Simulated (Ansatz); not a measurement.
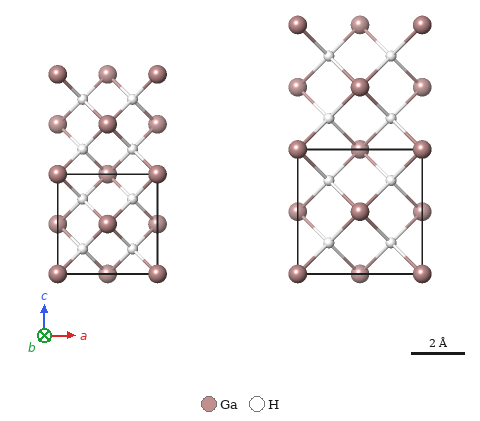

Two geometries of crystalline GaH2 (a generated structure, set up in Fm-3m) (coarse preliminary run), drawn at one scale. One is the start of a relaxation, the other its converged end. The picture is a ball-and-stick view of the conventional cell (4 times the calculation's cell), repeated 1 × 1 × 2 with one cell outlined, seen along the b axis. Lengths and directions refer to the drawn axes.

These are results of Ansatz 0.2.0, DFT PBEsol, scalar-relativistic, plane waves, PAW, not measurements. Settings: plane-wave cutoff 420 eV; k-point mesh 8 × 8 × 8; occupations gaussian; smearing width 0.1 eV; no spin polarisation; cell and atoms relaxed; force threshold 0.05 eV/Å; at most 60 steps.

> Which one is relaxed?

The right one is the relaxed one. Case: V → Ga on all its sites, cell and atoms relaxed. The atoms keep their places relative to the cell (all moves are under 0.005 Å). The volume changes by +94.2 %, with a = b = c 3.804 → 4.746 Å (+24.8 %). Among the contacts that change: Ga–H 1.647 → 2.055 Å. The space group stays Fm-3m (No. 225). After 7 accepted moves (9 points after the start) the energy has fallen by 3.826 eV per cell of the calculation. All forces vanish by symmetry, so only the cell relaxes. Pressure: 165.09 GPa at the start and −0.09 GPa at the end. The SCF was repeated twice at an unchanged geometry on a basis and grid sized afresh for the cell, which shifted the energy by 0.204 eV per cell of the calculation at most.
